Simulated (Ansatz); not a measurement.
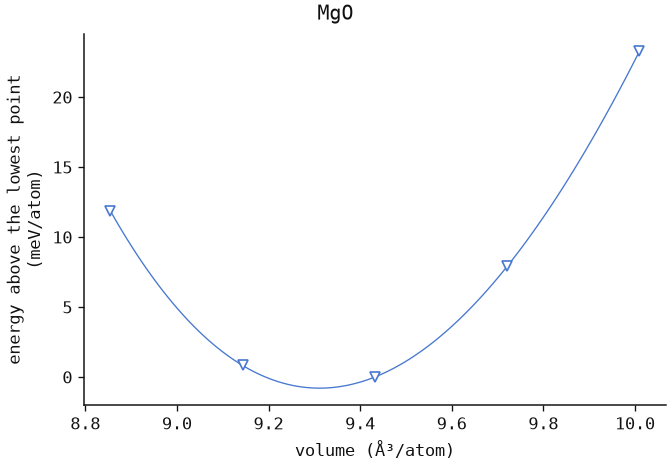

The plot gives the computed energy above the lowest point against volume for MgO, space group Fm-3m (No. 225) (one of a set of cubic test structures, which need not be the stable phase).

Method: equation of state of a cubic crystal from periodic Kohn-Sham density functional theory without spin, third-order Birch-Murnaghan fit to the free energies; pressure corrected for the finite basis (Ansatz 0.2.0 development build). Level: r2SCAN.

- structure type: rock salt
- atoms in cell: 2
- space group number: 225
- lattice centring: face-centred primitive
- k mesh: 14×14×14
- occupation method: Fermi–Dirac
- occupation width: 0.1 eV
- wave cutoff: 500 eV
- datasets: soft-1 PAW
- density tolerance: 1e−07 eV
- bands: 12
- density cutoff ratio: 4
- search for lower states: default

Q: How stiff is the solid, and where is its volume at rest?

A: A third-order Birch–Murnaghan fit gives V0 = 9.31 Å³/atom, B0 = 166 GPa and B′ = 4.1.
